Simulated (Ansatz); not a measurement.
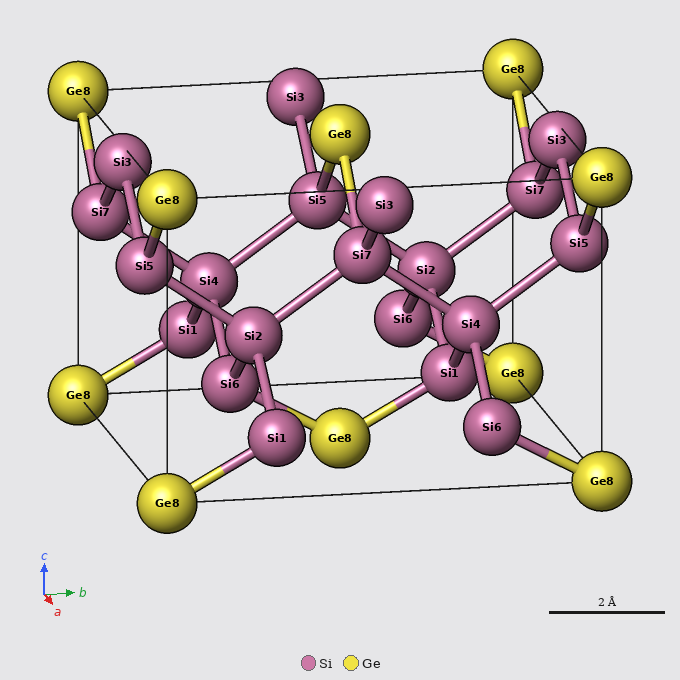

**Figure 1.** The structure as given in the input (ball-and-stick view of the cell 2 times as large as that of the calculation, set on its symmetry axes, seen slightly off an axis; atoms are numbered from 1 in the order of the input). Near neighbours in the crystal (not all of them lie inside the picture): Si has 1 Ge at 2.23 to 2.58 Å and 3 Si at 2.36 Å; Si has 4 Si at 2.36 Å; Ge has 4 Si at 2.23 to 2.58 Å.

# GeSi₇: a changed input and its effect

System: GeSi₇ (Cmm2, 8 atoms in the cell).
Method of run 1: DFT r2SCAN, scalar-relativistic, plane waves, PAW, no spin polarisation (Ansatz 0.2.0).

The structure derives from a Materials Project entry. Text and figures count atoms from 1; the logs count them from 0 in places.

**Input file, run 1**
```yaml
crystal:
  lattice:
    - [5.4679684317, 0.0, 0.0]
    - [0.0, 5.4679684317, 0.0]
    - [0.0, 0.0, 5.4679684317]
  atoms:
    - { symbol: Si, position: [0.2524307582, 0.2524307582, 0.1975657743] }
    - { symbol: Si, position: [0.0, 0.5, 0.4451350161] }
    - { symbol: Si, position: [0.5, 0.5, -0.0548649839] }
    - { symbol: Si, position: [0.5, 0.0, 0.4451350161] }
    - { symbol: Si, position: [0.7475692418, 0.2524307582, 0.6927042579] }
    - { symbol: Si, position: [0.7475692418, 0.7475692418, 0.1975657743] }
    - { symbol: Si, position: [0.2524307582, 0.7475692418, 0.6927042579] }
    - { symbol: Ge, position: [0.0, 0.0, 0.0] }
basis:
  ecutwfc: 500
kpoints:
  mp_grid: { grid: [6, 6, 6] }
hamiltonian:
  xc: r2scan
scf:
  occupations: { method: gaussian, width: 0.05 }
output:
  forces: true
  stress: true
  eigenvalues: true
```

Launched with:
```bash
ansatz run input.yaml --threads 2 --pin off --max-ram 5120MiB --backend cpu --events-out ev --progress --plain --runs-dir out
```

Hardware: 2 threads of Oxide Virtual Turin-like (Zen 5), 32 GiB of memory available, shared host.

**Output, shortened to warnings, some set-up lines, iterations and results (run 1)**
```
Basis set: ecut = 500 eV, 4139 PW (Γ), exchange–correlation on 160×160×160 points (64 copies of the dense FFT grid, shifted against one another)
Symmetry: 4 space group operations
k-points: 52 of 216 (time reversal used)
Initial density: superposition of atomic densities (neutral atoms: chi_scale 0, normalization atom), corrected by the library's trained network
[...]
SCF iter   1: F=—  HF=-8775.712480 eV  |F-HF|=—  |Δ(HF+E_count)|=         —  Δρ=4.08e-3  dr2=3.20e-2  dr2_τ=4.54e-2  ethr=1.77e-3  ⟨swp⟩=8.0  Hψ=8157  notcnv=0  defer=1
SCF iter   2: F=—  HF=-8775.764357 eV  |F-HF|=—  |Δ(HF+E_count)|=   5.19e-2  Δρ=2.23e-3  dr2=7.12e-3  dr2_τ=4.62e-5  ethr=7.61e-5  ⟨swp⟩=2.1  Hψ=3286  notcnv=0  defer=155
SCF iter   3: F=—  HF=-8775.763267 eV  |F-HF|=—  |Δ(HF+E_count)|=   1.09e-3  Δρ=1.15e-3  dr2=1.71e-3  dr2_τ=1.57e-5  ethr=1.70e-5  ⟨swp⟩=2.0  Hψ=1613  notcnv=0  defer=103
SCF iter   4: F=—  HF=-8775.762959 eV  |F-HF|=—  |Δ(HF+E_count)|=   3.08e-4  Δρ=1.36e-4  dr2=2.67e-5  dr2_τ=3.33e-7  ethr=4.08e-6  ⟨swp⟩=2.5  Hψ=2039  notcnv=0  defer=103
SCF iter   5: F=—  HF=-8775.762968 eV  |F-HF|=—  |Δ(HF+E_count)|=   8.79e-6  Δρ=3.24e-5  dr2=1.88e-6  dr2_τ=2.26e-8  ethr=6.37e-8  ⟨swp⟩=2.0  Hψ=2386  notcnv=0  defer=103
SCF iter   6: F=-8775.762969 eV  HF=-8775.762969 eV  |F-HF|=2.62e-8  |Δ(HF+E_count)|=   7.94e-7  Δρ=5.96e-6  dr2=7.70e-8  dr2_τ=8.15e-10  ethr=2.38e-10  ⟨swp⟩=8.0  Hψ=7724  …
SCF 1 converged in 6 iterations: F = -8775.762969 eV  dr2 = 7.70e-8
SCF converged after 6 iterations
Free energy (F): -8775.762969 eV
Harris-Foulkes:  -8775.762969 eV  (|F-HF|=2.62e-8)
Internal energy: -8775.762969 eV  (E = F + TS)
E sigma→0 (E₀):  -8775.762969 eV
Fermi energy:    6.832216 eV
--- Per-component energies (eV) ---
  E_band       = -150.374118
  E_kinetic    = 394.502503
  E_local      = -3229.683500  (includes V_loc(G=0)·N_el)
  E_nonlocal   = 595.405131
  E_hartree    = 1415.962350
  E_xc         = -429.939551
  E_vxc        = -416.545197  (∫ρ·V_xc dr)
  E_paw        = -5670.752517  (= ΣΔE_a)
  E_vpaw       = -343.449388  (= ΣTr[D̂ρ^β])
  E_aug_tail   = 0.000046  (compensation charges beyond the density's cutoff)
  E_vtau       = 17.472358  (kinetic-family band-sum trace: ∫τ·v_τ [+ j·A + Jᵃ·Aᵃ] dr)
  E_ewald      = -1849.636634
  E_core_change = -1.620797  (= ΣΔE_core)
  E_smearing   = -0.000000  (= −TS)
  E_closure    = 0.000000  (closes the sum)
  Σ components = -8775.762969   (vs F -8775.762969, Δ=0.00e0)
--- Forces (eV/Å), atoms counted from 1 ---
  atom   1  Si     0.97183507     0.97183507     1.03322100
  atom   2  Si    -0.00000000    -0.00000000     0.28183910
  atom   3  Si     0.00000000    -0.00000000    -0.49255503
  atom   4  Si     0.00000000    -0.00000000     0.28183910
  atom   5  Si     0.47713231    -0.47713231     0.79851533
  atom   6  Si    -0.97183507    -0.97183507     1.03322100
  atom   7  Si    -0.47713231     0.47713231     0.79851533
  atom   8  Ge    -0.00000000    -0.00000000    -3.73458761
  max |Σ_I F_I| component: 8.23e-6 eV/Å
--- Stress (GPa, compression-positive) ---
        1.381887       3.012493      -0.000000
        3.012493       1.381887      -0.000000
       -0.000000      -0.000000      -0.221770
  P = ⅓ Tr σ = 0.8473 GPa (8.473 kbar)
```

For run 2 the input was changed thus:
```diff
-    - { symbol: Si, position: [0.2524307582, 0.2524307582, 0.1975657743] }
-    - { symbol: Si, position: [0.0, 0.5, 0.4451350161] }
-    - { symbol: Si, position: [0.5, 0.5, -0.0548649839] }
-    - { symbol: Si, position: [0.5, 0.0, 0.4451350161] }
-    - { symbol: Si, position: [0.7475692418, 0.2524307582, 0.6927042579] }
-    - { symbol: Si, position: [0.7475692418, 0.7475692418, 0.1975657743] }
-    - { symbol: Si, position: [0.2524307582, 0.7475692418, 0.6927042579] }
+    - { symbol: Si, position: [0.2524307582, 0.2524307582, 0.2592888812] }
+    - { symbol: Si, position: [0.0, 0.5, 0.506858123] }
+    - { symbol: Si, position: [0.5, 0.5, 0.006858123] }
+    - { symbol: Si, position: [0.5, 0.0, 0.506858123] }
+    - { symbol: Si, position: [0.7475692418, 0.2524307582, 0.7544273648] }
+    - { symbol: Si, position: [0.7475692418, 0.7475692418, 0.2592888812] }
+    - { symbol: Si, position: [0.2524307582, 0.7475692418, 0.7544273648] }
```

What does this change do to the results?

With the same functional and potentials, run 2 lies 71.0 meV per atom lower. The gap on the mesh goes from 0.33 to 0.54 eV. The pressure goes from 0.85 to 0.04 GPa. The largest force goes from 3.735 to 0.495 eV/Å. The number of SCF iterations is the same.

**Output, shortened to warnings, some set-up lines, iterations and results (run 2)**
```
Basis set: ecut = 500 eV, 4139 PW (Γ), exchange–correlation on 160×160×160 points (64 copies of the dense FFT grid, shifted against one another)
Symmetry: 4 space group operations
k-points: 52 of 216 (time reversal used)
Initial density: superposition of atomic densities (neutral atoms: chi_scale 0, normalization atom), corrected by the library's trained network
[...]
SCF iter   1: F=—  HF=-8776.279141 eV  |F-HF|=—  |Δ(HF+E_count)|=         —  Δρ=3.96e-3  dr2=2.80e-2  dr2_τ=4.42e-2  ethr=1.77e-3  ⟨swp⟩=8.0  Hψ=8029  notcnv=0  defer=2
SCF iter   2: F=—  HF=-8776.332339 eV  |F-HF|=—  |Δ(HF+E_count)|=   5.32e-2  Δρ=2.11e-3  dr2=6.24e-3  dr2_τ=4.04e-5  ethr=6.66e-5  ⟨swp⟩=2.1  Hψ=3279  notcnv=0  defer=159
SCF iter   3: F=—  HF=-8776.331315 eV  |F-HF|=—  |Δ(HF+E_count)|=   1.02e-3  Δρ=1.11e-3  dr2=1.57e-3  dr2_τ=1.37e-5  ethr=1.49e-5  ⟨swp⟩=2.0  Hψ=1609  notcnv=0  defer=107
SCF iter   4: F=—  HF=-8776.330983 eV  |F-HF|=—  |Δ(HF+E_count)|=   3.32e-4  Δρ=1.11e-4  dr2=1.64e-5  dr2_τ=2.97e-7  ethr=3.73e-6  ⟨swp⟩=2.4  Hψ=1949  notcnv=0  defer=107
SCF iter   5: F=—  HF=-8776.330989 eV  |F-HF|=—  |Δ(HF+E_count)|=   6.29e-6  Δρ=2.73e-5  dr2=1.30e-6  dr2_τ=1.07e-8  ethr=3.90e-8  ⟨swp⟩=2.0  Hψ=2414  notcnv=0  defer=107
SCF iter   6: F=-8776.330989 eV  HF=-8776.330989 eV  |F-HF|=6.56e-9  |Δ(HF+E_count)|=   3.67e-7  Δρ=4.65e-6  dr2=4.76e-8  dr2_τ=5.06e-10  ethr=2.38e-10  ⟨swp⟩=7.9  Hψ=7671  …
SCF 1 converged in 6 iterations: F = -8776.330989 eV  dr2 = 4.76e-8
SCF converged after 6 iterations
Free energy (F): -8776.330989 eV
Harris-Foulkes:  -8776.330989 eV  (|F-HF|=6.56e-9)
Internal energy: -8776.330989 eV  (E = F + TS)
E sigma→0 (E₀):  -8776.330989 eV
Fermi energy:    6.726880 eV
--- Per-component energies (eV) ---
  E_band       = -149.047305
  E_kinetic    = 393.996472
  E_local      = -3219.037342  (includes V_loc(G=0)·N_el)
  E_nonlocal   = 595.267277
  E_hartree    = 1411.739541
  E_xc         = -429.775017
  E_vxc        = -416.301092  (∫ρ·V_xc dr)
  E_paw        = -5670.997924  (= ΣΔE_a)
  E_vpaw       = -343.887719  (= ΣTr[D̂ρ^β])
  E_aug_tail   = 0.000037  (compensation charges beyond the density's cutoff)
  E_vtau       = 17.436747  (kinetic-family band-sum trace: ∫τ·v_τ [+ j·A + Jᵃ·Aᵃ] dr)
  E_ewald      = -1855.903236
  E_core_change = -1.620797  (= ΣΔE_core)
  E_smearing   = -0.000000  (= −TS)
  E_closure    = 0.000000  (closes the sum)
  Σ components = -8776.330989   (vs F -8776.330989, Δ=0.00e0)
--- Forces (eV/Å), atoms counted from 1 ---
  atom   1  Si    -0.08356595    -0.08356595    -0.11855424
  atom   2  Si    -0.00000000    -0.00000000    -0.03595085
  atom   3  Si    -0.00000000    -0.00000000     0.06444321
  atom   4  Si     0.00000000    -0.00000000    -0.03595085
  atom   5  Si    -0.09414776     0.09414776    -0.12517394
  atom   6  Si     0.08356595     0.08356595    -0.11855424
  atom   7  Si     0.09414776    -0.09414776    -0.12517394
  atom   8  Ge    -0.00000000    -0.00000000     0.49491551
  max |Σ_I F_I| component: 6.65e-7 eV/Å
--- Stress (GPa, compression-positive) ---
        0.049763      -0.357587      -0.000000
       -0.357587       0.049763      -0.000000
       -0.000000       0.000000       0.024023
  P = ⅓ Tr σ = 0.0412 GPa (0.412 kbar)
```

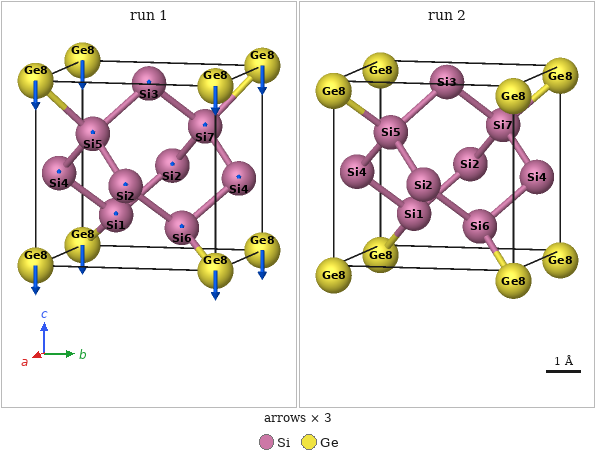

**Figure 2.** The two input geometries at one scale (ball-and-stick view of the cell of the calculation, seen slightly off an axis). The blue arrows on the first give the shifts of the atoms relative to the cell, with their mean removed, magnified 3 times. The atom that moves furthest is Ge8 (0.30 Å). Largest moves by element: Ge 0.30 Å, Si 0.04 Å. (The mean shift of all atoms is removed.) The cell doesn't change. Among the contacts that change: Si5–Ge8 2.576 → 2.369 Å, Si1–Ge8 2.231 → 2.413 Å.

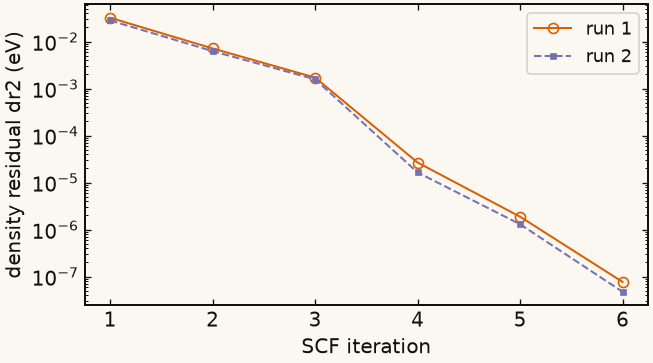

**Figure 3.** Convergence of the two runs: density residual dr2 against the SCF iteration. Run 1 takes 6 iterations in all, and run 2 takes 6.

**The two runs side by side**

| quantity | run 1 | run 2 |
| --- | --- | --- |
| outcome | converged | converged |
| free energy per atom (eV) | −1096.9704 | −1097.0414 |
| gap on the mesh (eV) | 0.33 | 0.54 |
| pressure (GPa) | 0.85 | 0.04 |
| largest force (eV/Å) | 3.735 | 0.495 |
| SCF iterations | 6 | 6 |
| irreducible k-points | 52 | 52 |
| plane waves at Γ | 4139 | 4139 |
| wall time (shared host) | 16 s | 18 s |
